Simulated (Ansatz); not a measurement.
TiCo

The calculation's input:

```
crystal:
  lattice:
    - [2.98611099, 0.0, 0.0]
    - [0.0, 2.98611099, 0.0]
    - [0.0, 0.0, 2.98611099]
  atoms:
    - { symbol: Co, position: [0.5, 0.5, 0.5] }
    - { symbol: Ti, position: [0.0, 0.0, 0.0] }
hamiltonian:
  xc: pbesol
  pseudopotentials: { kind: paw }
kpoints:
  mp_grid: { grid: [9, 9, 9] }
scf:
  occupations: { method: fermi_dirac, width: 0.05 }
output:
  forces: true
  stress: true
  eigenvalues: true
  write_density: true
  write_potential: true
  elf: true
  volumetric_format: npy
```

Launched as:

```sh
ansatz run input.yaml --threads 2 --pin off --max-ram 5632MiB --backend cpu --events-out ev --progress --plain --runs-dir out
```

Below, planes, directions and counts refer to the conventional cell (a = 2.99 Å, b = 2.99 Å, c = 2.99 Å, α = 90.00°, β = 90.00°, γ = 90.00°).

Space group Pm-3m; a structure from a database of computed crystals, not necessarily the ambient phase; computed pressure about −9 GPa in this cell.

Method: Ansatz 0.2.0, Kohn-Sham DFT of a periodic cell, PBEsol, Ansatz PAW.

What will maps of the valence pseudo-density and electron localisation function show?

Answer. Ti–Co (2.59 Å): the density is about 0.29 e/Å³ at the midpoint; the ELF is about 0.25 at the midpoint: no shared electron pair shows on this line.

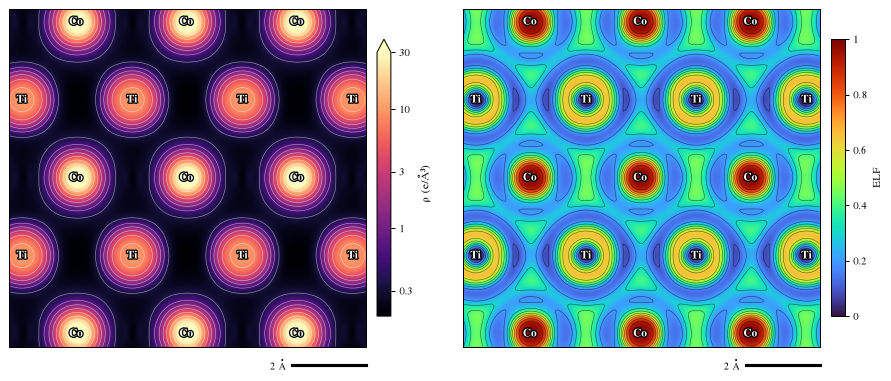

Computed valence pseudo-density and electron localisation function on the (101) plane of the conventional cell, in this order. 
